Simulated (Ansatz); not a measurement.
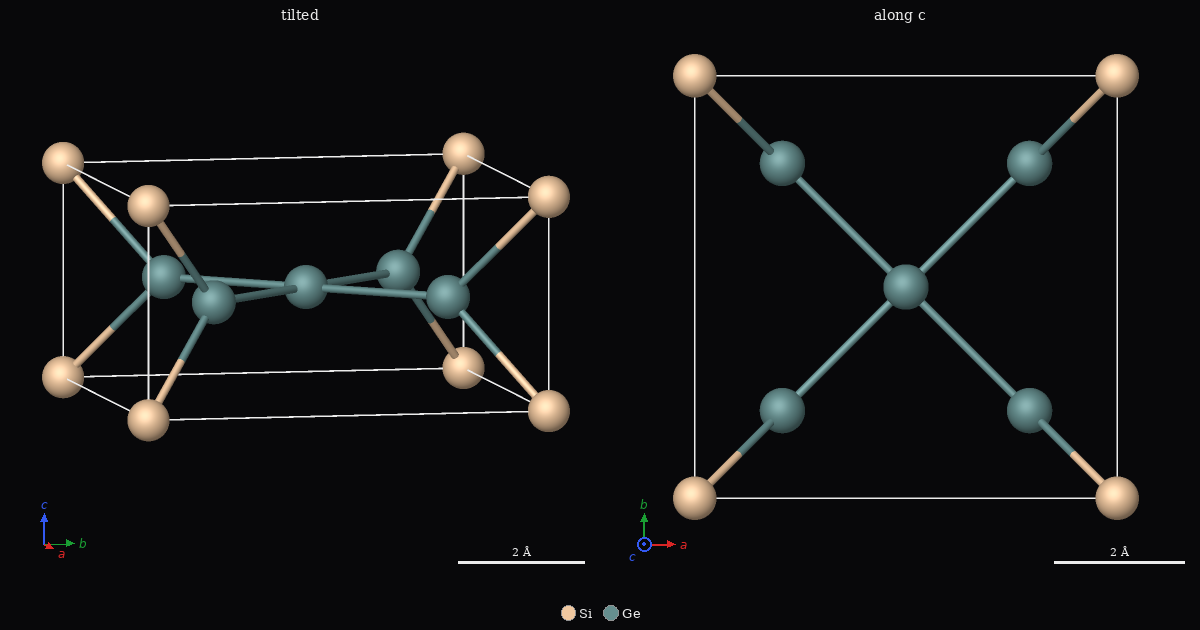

Crystal structure, ball-and-stick style, seen slightly off an axis and along the c axis. The conventional unit cell is outlined; an atom on or near a face, edge or corner is repeated at each equivalent position. Cell: a = 6.54 Å, b = 6.54 Å, c = 3.44 Å, α = 90.00°, β = 90.00°, γ = 90.00°.

Origin of the cell: a random cell made by a generator, so it need not be a real form of the compound. Earlier steps of the study, as a rule a relaxation of our own, may have changed the cell and positions, so they can lie some per cent off the listed ones. Ansatz was used for an electronic-structure calculation on it.

Summary of the structure:

Answer. The solid is SiGe₅. The symmetry is that of P4/mmm (No. 123), on a primitive tetragonal lattice. The cell has 6 atoms, namely 1 Si, 5 Ge. About every Si there are eight Ge in a distorted cubic arrangement at about 2.6 Å. Ge takes two kinds of site: 4k with three Ge and two Si (about 2.7 Å to Ge, 2.6 Å to Si); 1d with four Ge in a square planar arrangement at about 2.7 Å. The bonds build a three-dimensional framework.

Level of theory and settings: DFT PBE, scalar-relativistic, plane waves, PAW in Ansatz, a basis cut at 420 eV, a 6×6×10 sampling of the Brillouin zone, Gaussian smearing of 0.1 eV, no spin polarisation.

Does it come out as a metal, or with a gap?

Answer. A metal: bands cross the Fermi level.

What net charge does each kind of atom have (Bader)?

Answer. Si -0.03 e; Ge -0.01 to +0.06 e.

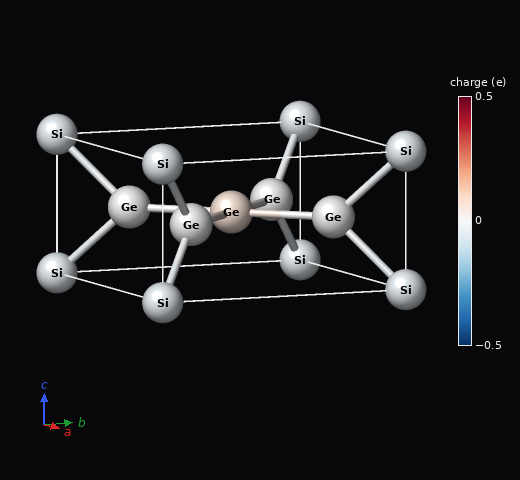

The atoms coloured by those charges. The run's cell of 6 atoms is drawn.

Can this geometry be taken as optimised?

Answer. Yes. All forces vanish to within 0.01 eV/Å. The pressure is 0.0 GPa, close to zero.
